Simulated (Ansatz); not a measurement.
System: Zn.

```
CELL_PARAMETERS angstrom
3.44434 0.00000 0.00000
0.00000 3.44434 0.00000
0.00000 0.00000 2.61319
ATOMIC_POSITIONS crystal
Zn 0.00000 0.00000 0.00000
Zn 0.50000 0.50000 0.50000
```

Space group I4/mmm; a structure generated by program, which may or may not match a known phase.

Theory: Ansatz, DFT PBE, scalar-relativistic, plane waves, PAW.

What can the converged valence pseudo-density and electron localisation function tell about the bonding?

Answer. Zn–Zn (2.76 Å): ρ at the midpoint is about 0.2 e/Å³; the ELF is about 0.30 at the midpoint; no localised pair shows between them.

Does the calculation give a band gap?

Answer. It is gapless in this calculation (a metal or semimetal).

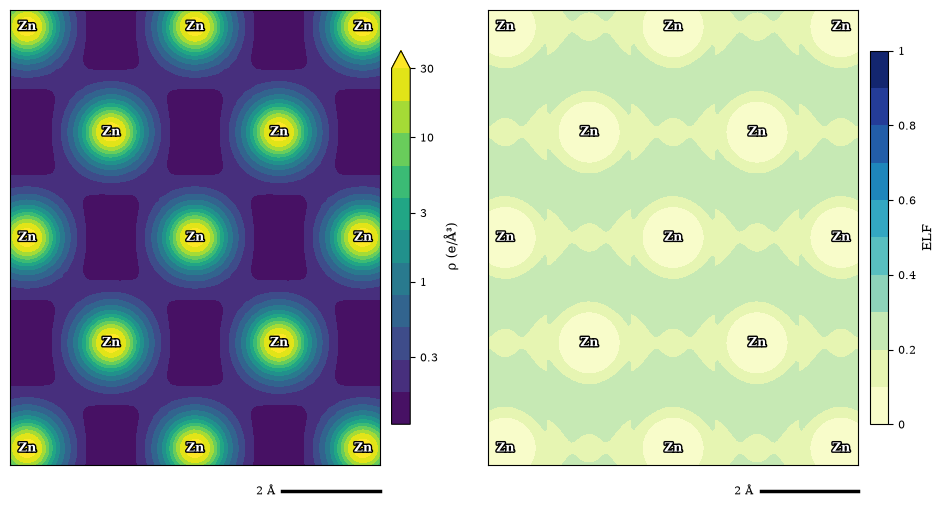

Computed valence pseudo-density and electron localisation function on the (011̄) plane of the conventional cell, in this order. 

Core electrons are frozen (PAW), and the valence fields are smoothed inside the atomic spheres.
